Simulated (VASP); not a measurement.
## Geometry relaxation of GaN (part 1 of 2)

GaN (Fm-3m, 2 atoms in the cell), computed with Kohn-Sham DFT of a periodic cell, PBE, VASP PAW PBE potentials, recommended, no spin polarisation (VASP 6.6.1).

The structure derives from an entry of the Crystallography Open Database.

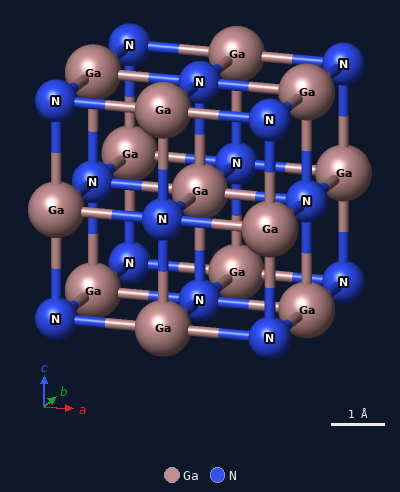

Figure 1. The structure as given in the input (ball-and-stick view of the cell 4 times as large as that of the calculation, set on its symmetry axes, seen slightly off an axis). Near neighbours in the crystal (not all of them lie inside the picture): Ga has 6 N at 2.13 Å; N has 6 Ga at 2.13 Å.

## Results in brief

| quantity | value |
| --- | --- |
| outcome | converged |
| space group (tolerance 0.01 Å) | Fm-3m (225) |
| electrons treated | 18 |
| free energy | −11.2085 eV |
| Fermi energy | 7.678 eV |
| gap on the k-point mesh | 0.39 eV |
| pressure | −0.02 GPa |
| final volume | 19.49 Å³ |
| largest force (length of the vector) at the end | under 0.001 eV/Å |
| final cell | a = 3.021 Å, b = 3.021 Å, c = 3.021 Å, α = 60.00°, β = 60.00°, γ = 60.00° |
| hardware | 1 thread of Intel Xeon (Granite Rapids), 64 GiB of memory available, shared host |
| wall time | 22 s |
| peak memory | 0.17 GiB |

## INCAR
```
  PREC = Accurate
  ENCUT = 600
  EDIFF = 1E-7
  ISMEAR = 0
  SIGMA = 0.02
  LREAL = False
  LASPH = True
  NELM = 100
  ALGO = Fast
  ISIF = 3
  LWAVE = False
  LCHARG = False
  GGA = PE
  IBRION = 2
  NSW = 70
  EDIFFG = -0.02
```

## KPOINTS
```
Automatic mesh
0
Gamma
  14 14 14
```

## POSCAR
```
GaN
1.0
    0.0000000000      2.1333702881      2.1333702881
    2.1333702881      0.0000000000      2.1333702881
    2.1333702881      2.1333702881      0.0000000000
Ga N
1 1
Direct
    0.5000000000      0.5000000000      0.5000000000
    0.0000000000      0.0000000000      0.0000000000
```

Command:
```bash
cat potpaw_PBE.64/Ga_d/POTCAR potpaw_PBE.64/N/POTCAR > POTCAR
mpirun -np 1 vasp_std > vasp.out
```

## OSZICAR
```
N       E                     dE             d eps       ncg     rms          rms(c)
DAV:   1     0.897130993318E+02    0.89713E+02   -0.10312E+04  2850   0.289E+03
DAV:   2    -0.591056497093E+01   -0.95624E+02   -0.90394E+02  3047   0.388E+02
DAV:   3    -0.128732229982E+02   -0.69627E+01   -0.69075E+01  3109   0.891E+01
DAV:   4    -0.129994933508E+02   -0.12627E+00   -0.12606E+00  3097   0.123E+01
DAV:   5    -0.130010880102E+02   -0.15947E-02   -0.15946E-02  3003   0.133E+00    0.726E+00
RMM:   6    -0.112132940062E+02    0.17878E+01   -0.30891E+00  3035   0.158E+01    0.214E+00
RMM:   7    -0.112223984600E+02   -0.91045E-02   -0.38863E-01  3014   0.680E+00    0.148E+00
RMM:   8    -0.112095528770E+02    0.12846E-01   -0.35567E-02  3087   0.245E+00    0.267E-01
RMM:   9    -0.112081288885E+02    0.14240E-02   -0.10875E-02  3284   0.953E-01    0.690E-02
RMM:  10    -0.112082734854E+02   -0.14460E-03   -0.11152E-03  3417   0.410E-01    0.365E-02
RMM:  11    -0.112082687707E+02    0.47147E-05   -0.26524E-04  3544   0.140E-01    0.871E-03
RMM:  12    -0.112082710588E+02   -0.22881E-05   -0.27622E-05  3456   0.525E-02    0.159E-03
RMM:  13    -0.112082712447E+02   -0.18590E-06   -0.55150E-06  3086   0.200E-02    0.108E-03
RMM:  14    -0.112082713093E+02   -0.64572E-07   -0.92671E-07  2509   0.961E-03
   1 F= -.11208271E+02 E0= -.11208271E+02  d E =-.112083E+02
       N       E                     dE             d eps       ncg     rms          rms(c)
DAV:   1    -0.112149831459E+02   -0.67119E-02   -0.97591E-02  3089   0.873E+00    0.497E-01
RMM:   2    -0.112098374847E+02    0.51457E-02   -0.70489E-03  2891   0.134E+00    0.239E-01
RMM:   3    -0.112084474745E+02    0.13900E-02   -0.31403E-03  2919   0.807E-01    0.418E-02
RMM:   4    -0.112083284959E+02    0.11898E-03   -0.36715E-04  2963   0.289E-01    0.978E-03
RMM:   5    -0.112083290525E+02   -0.55658E-06   -0.45624E-05  3243   0.831E-02    0.854E-03
RMM:   6    -0.112083300828E+02   -0.10303E-05   -0.82312E-06  3440   0.346E-02    0.121E-02
RMM:   7    -0.112083286751E+02    0.14076E-05   -0.22254E-06  2993   0.235E-02    0.167E-03
RMM:   8    -0.112083290237E+02   -0.34858E-06   -0.41864E-07  2281   0.952E-03    0.390E-03
RMM:   9    -0.112083290414E+02   -0.17687E-07   -0.92612E-08  1782   0.428E-03
   2 F= -.11208329E+02 E0= -.11208329E+02  d E =-.577321E-04
       N       E                     dE             d eps       ncg     rms          rms(c)
DAV:   1    -0.112098076583E+02   -0.14786E-02   -0.19553E-02  3374   0.387E+00    0.225E-01
RMM:   2    -0.112087584554E+02    0.10492E-02   -0.13986E-03  2884   0.600E-01    0.108E-01
RMM:   3    -0.112084780917E+02    0.28036E-03   -0.63766E-04  2936   0.362E-01    0.193E-02
RMM:   4    -0.112084531489E+02    0.24943E-04   -0.70180E-05  2958   0.127E-01    0.483E-03
RMM:   5    -0.112084535322E+02   -0.38336E-06   -0.85381E-06  3222   0.356E-02    0.395E-03
RMM:   6    -0.112084538500E+02   -0.31779E-06   -0.15491E-06  3115   0.164E-02    0.295E-03
RMM:   7    -0.112084540029E+02   -0.15287E-06   -0.22374E-07  1929   0.637E-03    0.449E-04
RMM:   8    -0.112084540931E+02   -0.90211E-07   -0.92677E-08  1764   0.523E-03
   3 F= -.11208454E+02 E0= -.11208454E+02  d E =-.182784E-03
```

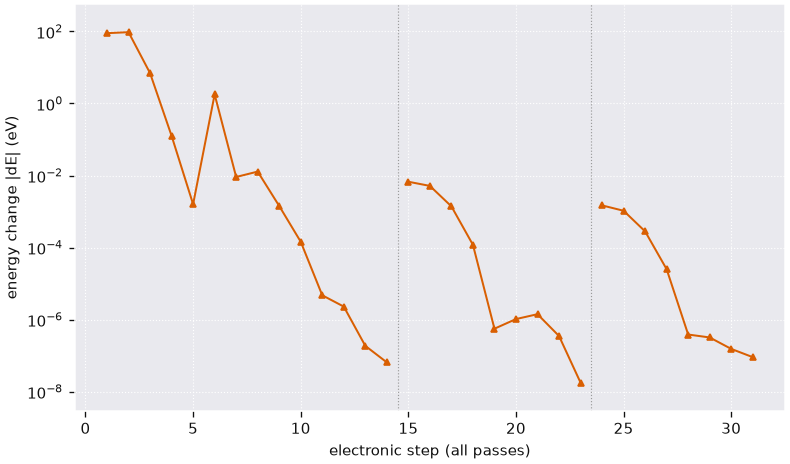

Figure 2. Convergence of the self-consistent field: energy change |dE| against the electronic step. Each stretch between dotted lines is the SCF of one geometry step of a relaxation. The 3 ionic steps take 8 to 14 electronic steps each. The density is held fixed in the first few steps, and dE rises again when its update begins.

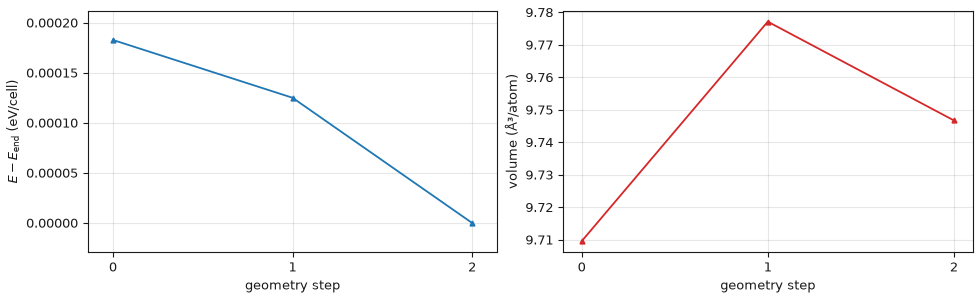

Figure 3. Progress of the relaxation, step by step (steps are counted from 0). Over 2 geometry steps the energy falls by 0.2 meV per cell of the calculation. All forces vanish by symmetry, so only the cell relaxes. No atom moves by more than 0.005 Å relative to the cell. 

## Parts of OUTCAR
```
PREC = Accurate
   ENCUT = 600
   EDIFF = 1E-7
   ISMEAR = 0
   LREAL = False
   LASPH = True
   NELM = 100
   ISIF = 3
   GGA = PE
   IBRION = 2
   NSW = 70
   EDIFFG = -0.02

 ion  position               nearest neighbor table
   1  0.500  0.500  0.500-   2 2.13   2 2.13   2 2.13   2 2.13   2 2.13   2 2.13
   2  0.000  0.000  0.000-   1 2.13   1 2.13   1 2.13   1 2.13   1 2.13   1 2.13

  LATTYP: Found a face centered cubic cell.
 ALAT       =     4.2667405762

  Lattice vectors:

 A1 = (   0.0000000000,   2.1333702881,   2.1333702881)
 A2 = (   2.1333702881,   0.0000000000,   2.1333702881)
 A3 = (   2.1333702881,   2.1333702881,   0.0000000000)

Analysis of symmetry for initial positions (statically):
=====================================================================
 Subroutine PRICEL returns:
 Original cell was already a primitive cell.

 Routine SETGRP: Setting up the symmetry group for a
 face centered cubic supercell.

 Subroutine GETGRP returns: Found 48 space group operations
 (whereof 48 operations were pure point group operations)
 out of a pool of 48 trial point group operations.

The static configuration has the point symmetry O_h .

Analysis of symmetry for dynamics (positions and initial velocities):
=====================================================================
 Subroutine PRICEL returns:
 Original cell was already a primitive cell.

 Routine SETGRP: Setting up the symmetry group for a
 face centered cubic supercell.

 Subroutine GETGRP returns: Found 48 space group operations
 (whereof 48 operations were pure point group operations)
 out of a pool of 48 trial point group operations.

The dynamic configuration has the point symmetry O_h .

 Subroutine INISYM returns: Found 48 space group operations
 (whereof 48 operations are pure point group operations),
 and found     1 'primitive' translations

----------------------------------------------------------------------------------------

                                     Primitive cell

  volume of cell :      19.4191

  direct lattice vectors                    reciprocal lattice vectors
     0.000000000  2.133370288  2.133370288    -0.234370940  0.234370940  0.234370940
     2.133370288  0.000000000  2.133370288     0.234370940 -0.234370940  0.234370940
     2.133370288  2.133370288  0.000000000     0.234370940  0.234370940 -0.234370940

  length of vectors
     3.017041195  3.017041195  3.017041195     0.405942376  0.405942376  0.405942376

  position of ions in fractional coordinates (direct lattice)
     0.500000000  0.500000000  0.500000000
     0.000000000  0.000000000  0.000000000

  ion indices of the primitive-cell ions
   primitive index   ion index
                 1           1
                 2           2

----------------------------------------------------------------------------------------

 KPOINTS: Automatic mesh

Automatic generation of k-mesh.
 Grid dimensions read from file:
 generate k-points for:   14   14   14

 Generating k-lattice:

  Cartesian coordinates                     Fractional coordinates (reciprocal lattice)
    -0.016740781  0.016740781  0.016740781     0.071428571  0.000000000  0.000000000
     0.016740781 -0.016740781  0.016740781     0.000000000  0.071428571  0.000000000
     0.016740781  0.016740781 -0.016740781     0.000000000  0.000000000  0.071428571

  Length of vectors
     0.028995884  0.028995884  0.028995884

  Shift w.r.t. Gamma in fractional coordinates (k-lattice)
     0.000000000  0.000000000  0.000000000

 Subroutine IBZKPT returns following result:
 ===========================================

 Found    104 irreducible k-points:

 Following reciprocal coordinates:
            Coordinates               Weight
  0.000000  0.000000  0.000000      1.000000
  0.071429  0.000000  0.000000      8.000000
  0.142857  0.000000  0.000000      8.000000
  0.214286  0.000000  0.000000      8.000000
  0.285714  0.000000  0.000000      8.000000
  0.357143  0.000000  0.000000      8.000000
  0.428571  0.000000  0.000000      8.000000
  0.500000  0.000000  0.000000      4.000000
  0.071429  0.071429  0.000000      6.000000
  0.142857  0.071429  0.000000     24.000000
  0.214286  0.071429  0.000000     24.000000
  0.285714  0.071429  0.000000     24.000000
  0.357143  0.071429  0.000000     24.000000
  0.428571  0.071429  0.000000     24.000000
  0.500000  0.071429  0.000000     24.000000
 -0.428571  0.071429  0.000000     24.000000
 -0.357143  0.071429  0.000000     24.000000
 -0.285714  0.071429  0.000000     24.000000
 -0.214286  0.071429  0.000000     24.000000
 -0.142857  0.071429  0.000000     24.000000
 -0.071429  0.071429  0.000000     12.000000
  0.142857  0.142857  0.000000      6.000000
  0.214286  0.142857  0.000000     24.000000
  0.285714  0.142857  0.000000     24.000000
 [... further k-points ...]
```
